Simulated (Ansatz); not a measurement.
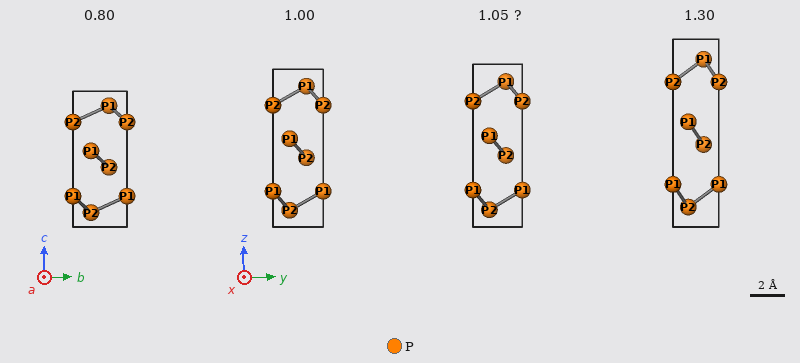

Energy scan for solid P (R-3m), in which the ratio of the cell's length along z to its lengths across, counted as 1 for the reference, is changed at fixed volume (a c/a path), with the atoms kept at their fractional coordinates. x, y and z are the Cartesian axes of the input. A ball-and-stick model of the conventional cell (3 times the calculation's cell), repeated 1 × 1 × 1 with one cell outlined, seen along the a axis. Lengths and directions refer to the drawn axes.

Level of theory: Ansatz, DFT LDA, scalar-relativistic, plane waves, PAW. Set-up: plane-wave cutoff 420 eV; k-point mesh 18 × 18 × 18; occupations gaussian; smearing width 0.15 eV; no spin polarisation. Energies (free energies at the smearing named) are counted from the cell as listed in its source, which wasn't relaxed.

```tsv
axial ratio over its reference value	E − E(ref) (meV/atom)
0.80	137.8
0.85	69.9
0.92	13.6
0.96	1.0
1.00	0.0
1.05	?
1.10	21.9
1.20	65.5
1.30	138.5
```

Q: Fill in the missing row.

A: A straight line between the two neighbours gives 10.9 meV/atom. A cubic through the four nearest rows (0.96, 1.00, 1.10, 1.20) gives, with Lagrange weights, (−0.2790)(1.0) + (0.8437)(0.0) + (0.4821)(21.9) + (−0.0469)(65.5) = 7.2 meV/atom. The calculation gives 8.0 meV/atom, so the cubic is 0.8 meV/atom too low and the straight line 2.9 meV/atom too high, as the curve bends upwards here.

The whole profile:

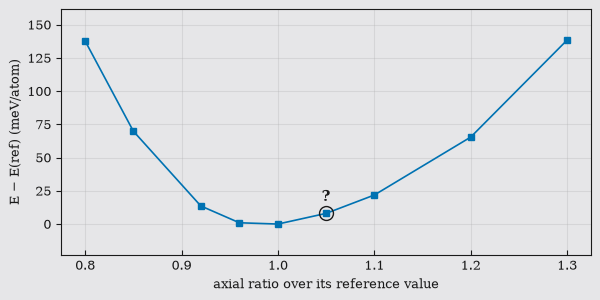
